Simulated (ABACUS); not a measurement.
## Geometry relaxation, with input and output: Ir (part 1 of 2)

The run: geometry relaxation of Ir (1 atom in the cell). Method and program: Kohn-Sham DFT of a periodic cell, LDA, PseudoDojo NC SR 0.4.1 LDA stringent, no spin polarisation (ABACUS 3.10.1).

The structure derives from an entry of the Crystallography Open Database.

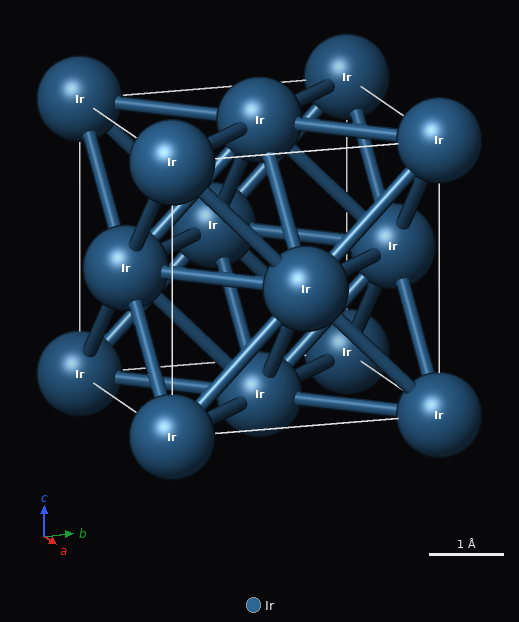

Figure 1. The structure as given in the input (ball-and-stick view of the cell 4 times as large as that of the calculation, set on its symmetry axes, seen slightly off an axis).

Summary

```json
{"quantity": "outcome", "value": "converged"}
{"quantity": "space group (tolerance 0.01 Å)", "value": "Fm-3m (225)"}
{"quantity": "electrons treated", "value": "17"}
{"quantity": "free energy", "value": "−3128.0555 eV"}
{"quantity": "Fermi energy", "value": "26.366 eV"}
{"quantity": "gap on the k-point mesh", "value": "none (metallic)"}
{"quantity": "pressure", "value": "0.00 GPa"}
{"quantity": "final volume", "value": "13.82 Å³"}
{"quantity": "largest force (length of the vector) at the end", "value": "under 0.001 eV/Å"}
{"quantity": "final cell", "value": "a = 2.694 Å, b = 2.694 Å, c = 2.694 Å, α = 60.00°, β = 60.00°, γ = 60.00°"}
{"quantity": "hardware", "value": "4 threads of Intel Xeon (Sapphire Rapids), 16 GiB of memory available, shared host"}
{"quantity": "wall time", "value": "13 s (CPU time 51 s)"}
{"quantity": "peak memory", "value": "0.36 GiB"}
```

Spin–orbit coupling is left out, which matters for Ir.

Input file
```
INPUT_PARAMETERS
suffix              Ir
calculation         cell-relax
basis_type          pw
pseudo_dir          ./
symmetry            1
dft_functional      pz
ecutwfc             68
pseudo_rcut         10
nspin               1
nbands              13
ks_solver           dav
smearing_method     fd
smearing_sigma      0.00367493
scf_thr             1e-08
scf_nmax            100
mixing_type         broyden
mixing_beta         0.7
cal_force           1
cal_stress          1
relax_nmax          60
force_thr_ev        0.01
relax_method        cg
out_stru            1
stress_thr          1
kpar                4
```

File STRU
```
ATOMIC_SPECIES
Ir 192.2170 Ir.upf

LATTICE_CONSTANT
1.8897261246

LATTICE_VECTORS
0.0000000000 1.9156000000 1.9156000000
1.9156000000 0.0000000000 1.9156000000
1.9156000000 1.9156000000 0.0000000000

ATOMIC_POSITIONS
Direct

Ir
0.0
1
0.0000000000 0.0000000000 0.0000000000 1 1 1
```

File KPT
```
K_POINTS
0
Gamma
10 10 10 0 0 0
```

Launch command:
```bash
OMP_NUM_THREADS=1 mpirun -np 4 abacus > log
```

Output
```
ABACUS v3.10.1

               Atomic-orbital Based Ab-initio Computation at UStc

 ------------------------------------------------------------------------------------

 READING GENERAL INFORMATION
                           global_out_dir = OUT.Ir/
                           global_in_card = INPUT
                               pseudo_dir = ./
                              orbital_dir =
                                    DSIZE = 4
                                    GSIZE = 1

 READING UNITCELL INFORMATION
                                    ntype = 1
                  lattice constant (Bohr) = 1.88973
              lattice constant (Angstrom) = 1

 READING ATOM TYPE 1
                               atom label = Ir
                      L=0, number of zeta = 1
                      L=1, number of zeta = 1
                      L=2, number of zeta = 1
             number of atom for this type = 1

                        TOTAL ATOM NUMBER = 1
DIRECT COORDINATES
    atom                   x                   y                   z     mag                  vx                  vy                  vz
taud_Ir1            0.0000000000        0.0000000000        0.0000000000  0.0000        0.0000000000        0.0000000000        0.0000000000

                          Volume (Bohr^3) = 94.8727
                             Volume (A^3) = 14.0587

 Lattice vectors: (Cartesian coordinate: in unit of a_0)
                   +0             +1.9156             +1.9156
              +1.9156                  +0             +1.9156
              +1.9156             +1.9156                  +0
 Reciprocal vectors: (Cartesian coordinate: in unit of 2 pi/a_0)
            -0.261015           +0.261015           +0.261015
            +0.261015           -0.261015           +0.261015
            +0.261015           +0.261015           -0.261015
 The esolver type has been set to : ksdft_pw

                PAO radial cut off (Bohr) = 10

 Read in pseudopotential file is Ir.upf
                     pseudopotential type = NC
          exchange-correlation functional = SLAPWNOGXNOGC
                 nonlocal core correction = 1
                        valence electrons = 17
                                     lmax = 3
                           number of zeta = 4
                     number of projectors = 8
                           L of projector = 0
                           L of projector = 0
                           L of projector = 1
                           L of projector = 1
                           L of projector = 2
                           L of projector = 2
                           L of projector = 3
                           L of projector = 3
 XC functional updated to : pz
          exchange-correlation functional = PZ
     initial pseudo atomic orbital number = 10

 SETUP THE ELECTRONS NUMBER
            electron number of element Ir = 17
      total electron number of element Ir = 17
            AUTOSET number of electrons:  = 17
                           occupied bands = 9
                                   NBANDS = 13
                                   NLOCAL = 9

%%%%%%%%%%%%%%%%%%%%%%%%%%%%%%%%%%%%%%%%%%%%%%%%%%%%%%%%%%%%%%%%%%%%%%%%%%%%%%%%%%%%%%%%%%%%%%%%%%%%%%%%%%
 Warning: the number of valence electrons in pseudopotential > 9 for Ir: [Xe] 4f14 5d7 6s2
 Pseudopotentials with additional electrons can yield (more) accurate outcomes, but may be less efficient.
 If you're confident that your chosen pseudopotential is appropriate, you can safely ignore this warning.
%%%%%%%%%%%%%%%%%%%%%%%%%%%%%%%%%%%%%%%%%%%%%%%%%%%%%%%%%%%%%%%%%%%%%%%%%%%%%%%%%%%%%%%%%%%%%%%%%%%%%%%%%%

 SETUP THE PLANE WAVE BASIS
 energy cutoff for charge/potential (unit:Ry) = 272
            fft grid for charge/potential = [ 27, 27, 27 ]
                        fft grid division = [ 1, 1, 1 ]
        big fft grid for charge/potential = [ 27, 27, 27 ]
                                     nbxx = 19683
                                     nrxx = 19683

 SETUP PLANE WAVES FOR CHARGE/POTENTIAL
                    number of plane waves = 7239
                         number of sticks = 499

 PARALLEL PW FOR CHARGE/POTENTIAL
     PROC   COLUMNS(POT)             PW
        1            499           7239
 --------------- sum -------------------
        1            499           7239
                            number of |g| = 123
                                  max |g| = 24.5263
                                  min |g| = 0

----------- Double Check Mixing Parameters Begin ------------
mixing_type: broyden
mixing_beta: 0.7
mixing_gg0: 1
mixing_gg0_min: 0.1
mixing_ndim: 8
----------- Double Check Mixing Parameters End ------------

 LATTICE VECTORS: (CARTESIAN COORDINATE: IN UNIT OF A0)
                   +0             +1.9156             +1.9156
              +1.9156                  +0             +1.9156
              +1.9156             +1.9156                  +0
                       right hand lattice = 1
                                   NORM_A = 2.70907
                                   NORM_B = 2.70907
                                   NORM_C = 2.70907
                           ALPHA (DEGREE) = 60
                           BETA  (DEGREE) = 60
                           GAMMA (DEGREE) = 60

 The lattice vectors have been changed (STRU_SIMPLE.cif)

(for optimal symmetric configuration:)
                             BRAVAIS TYPE = 3
                     BRAVAIS LATTICE NAME = 03. Cubic F (face-centered)
                                    ibrav = 3
                                    IBRAV = 3
                                  BRAVAIS = FACE CENTERED CUBIC
                       LATTICE CONSTANT A = 3.8312
Original cell was already a primitive cell.
                        ROTATION MATRICES = 48
              PURE POINT GROUP OPERATIONS = 48
                   SPACE GROUP OPERATIONS = 48
                              POINT GROUP = O_h
               POINT GROUP IN SPACE GROUP = O_h

 SETUP K-POINTS
                                    nspin = 1
                   Input type of k points = Monkhorst-Pack(Gamma)
                                   nkstot = 1000
                       right hand lattice = 1
(for reciprocal lattice: )
                             BRAVAIS TYPE = 2
                     BRAVAIS LATTICE NAME = 02. Cubic I (body-centered)
                                    ibrav = 2
                       right hand lattice = 1
(for k-lattice: )
                             BRAVAIS TYPE = 2
                     BRAVAIS LATTICE NAME = 02. Cubic I (body-centered)
                                    ibrav = 2
                       right hand lattice = 1
                        ROTATION MATRICES = 48
                               nkstot_ibz = 47
K-POINTS REDUCTION ACCORDING TO SYMMETRY
     IBZ    DIRECT_X    DIRECT_Y    DIRECT_Z  WEIGHT  ibz2bz
       1  0.00000000  0.00000000  0.00000000  0.0010       0
       2  0.10000000  0.10000000  0.10000000  0.0080       1
       3  0.20000000  0.20000000  0.20000000  0.0080       2
       4  0.30000000  0.30000000  0.30000000  0.0080       3
       5  0.40000000  0.40000000  0.40000000  0.0080       4
       6  0.50000000  0.50000000  0.50000000  0.0040       5
       7  0.10000000  0.10000000  0.00000000  0.0060      11
       8  0.20000000  0.20000000  0.10000000  0.0240      12
       9  0.30000000  0.30000000  0.20000000  0.0240      13
      10  0.40000000  0.40000000  0.30000000  0.0240      14
      11  0.50000000  0.50000000  0.40000000  0.0240      15
      12  0.50000000  0.40000000  0.40000000  0.0240      16
      13  0.40000000  0.30000000  0.30000000  0.0240      17
      14  0.30000000  0.20000000  0.20000000  0.0240      18
      15  0.10000000  0.10000000  0.20000000  0.0120      19
      16  0.20000000  0.20000000  0.00000000  0.0060      22
      17  0.30000000  0.30000000  0.10000000  0.0240      23
      18  0.40000000  0.40000000  0.20000000  0.0240      24
      19  0.50000000  0.50000000  0.30000000  0.0240      25
      20 -0.40000000  0.40000000  0.40000000  0.0240      26
      21  0.50000000  0.30000000  0.30000000  0.0240      27
      22  0.40000000  0.20000000  0.20000000  0.0120      28
      23  0.30000000  0.30000000  0.00000000  0.0060      33
      24  0.40000000  0.40000000  0.10000000  0.0240      34
      25  0.50000000  0.50000000  0.20000000  0.0240      35
      26 -0.30000000  0.40000000  0.40000000  0.0240      36
      27 -0.40000000  0.30000000  0.30000000  0.0120      37
      28  0.40000000  0.40000000  0.00000000  0.0060      44
      29  0.50000000  0.50000000  0.10000000  0.0240      45
      30 -0.20000000  0.40000000  0.40000000  0.0120      46
[... 17 further k points ...]

                               nkstot now = 47
[... K-POINTS DIRECT COORDINATES: 47 rows ...]

           k-point number in this process = 12
       minimum distributed K point number = 11
[... stars of the k points ...]

[... K-POINTS CARTESIAN COORDINATES: 12 rows ...]

[... K-POINTS DIRECT COORDINATES: 12 rows ...]

 SETUP PLANE WAVES FOR WAVE FUNCTIONS
     energy cutoff for wavefunc (unit:Ry) = 68
              fft grid for wave functions = [ 27, 27, 27 ]
                    number of plane waves = 1211
                         number of sticks = 151

 PARALLEL PW FOR WAVE FUNCTIONS
     PROC   COLUMNS(POT)             PW
        1            151           1211
 --------------- sum -------------------
        1            151           1211

 SETUP NONLOCAL PSEUDOPOTENTIALS IN PLANE WAVE BASIS
 Ir non-local projectors:
 projector 1 L=0
 projector 2 L=0
 projector 3 L=1
 projector 4 L=1
 projector 5 L=2
 projector 6 L=2
 projector 7 L=3
 projector 8 L=3
      TOTAL NUMBER OF NONLOCAL PROJECTORS = 32

 Init Non-Local PseudoPotential table :
 Init Non-Local-Pseudopotential done.

                                     npwx = 914

 Make real space PAO into reciprocal space.
       max mesh points in Pseudopotential = 1001
     dq(describe PAO in reciprocal space) = 0.01
                                    max q = 1657

 number of pseudo atomic orbitals for Ir is 4
WARNING: norm of atomic wavefunction # 4 of atomic type Ir is 0.999972, renormalized

 -------------------------------------------
 STEP OF RELAXATION : 1
 -------------------------------------------
                                 init_chg = atomic

 PW ALGORITHM --------------- ION=   1  ELEC=   1--------------------------------
 Notice: Threshold on eigenvalues was too large.
 hsover_error=0.17 > DRHO=0.0178946
 Origin diag ethr = 0.01
 New diag ethr = 0.000105262

 Density error is 0.0182909564277
                          Error Threshold = 0.000105262069054
----------------------------------------------------------
     Energy           Rydberg                 eV
----------------------------------------------------------
 E_KohnSham     -229.9024751889      -3127.9836468728
 E_Harris       -230.9880887805      -3142.7541775450
 E_Fermi        1.9283421856         26.2364414176
----------------------------------------------------------

 PW ALGORITHM --------------- ION=   1  ELEC=   2--------------------------------

 Density error is 0.00171490430569
                          Error Threshold = 0.00010759386134
----------------------------------------------------------
     Energy           Rydberg                 eV
----------------------------------------------------------
 E_KohnSham     -229.9069874279      -3128.0450390341
 E_Harris       -229.5739205675      -3123.5134319179
 E_Fermi        1.8873995155         25.6793878128
----------------------------------------------------------

 PW ALGORITHM --------------- ION=   1  ELEC=   3--------------------------------

 Density error is 4.71988667276e-05
                          Error Threshold = 1.00876723864e-05
----------------------------------------------------------
     Energy           Rydberg                 eV
----------------------------------------------------------
 E_KohnSham     -229.9073911997      -3128.0505326304
 E_Harris       -229.9361014427      -3128.4411555261
 E_Fermi        1.8975232307         25.8171280246
----------------------------------------------------------

 PW ALGORITHM --------------- ION=   1  ELEC=   4--------------------------------

 Density error is 2.548590434e-07
                          Error Threshold = 2.77640392515e-07
----------------------------------------------------------
     Energy           Rydberg                 eV
----------------------------------------------------------
 E_KohnSham     -229.9073951943      -3128.0505869806
 E_Harris       -229.9077690969      -3128.0556741862
 E_Fermi        1.8965657506         25.8041008395
----------------------------------------------------------

 PW ALGORITHM --------------- ION=   1  ELEC=   5--------------------------------

 Density error is 8.46572022398e-09
                          Error Threshold = 1.49917084353e-09
----------------------------------------------------------
     Energy           Rydberg                 eV
```
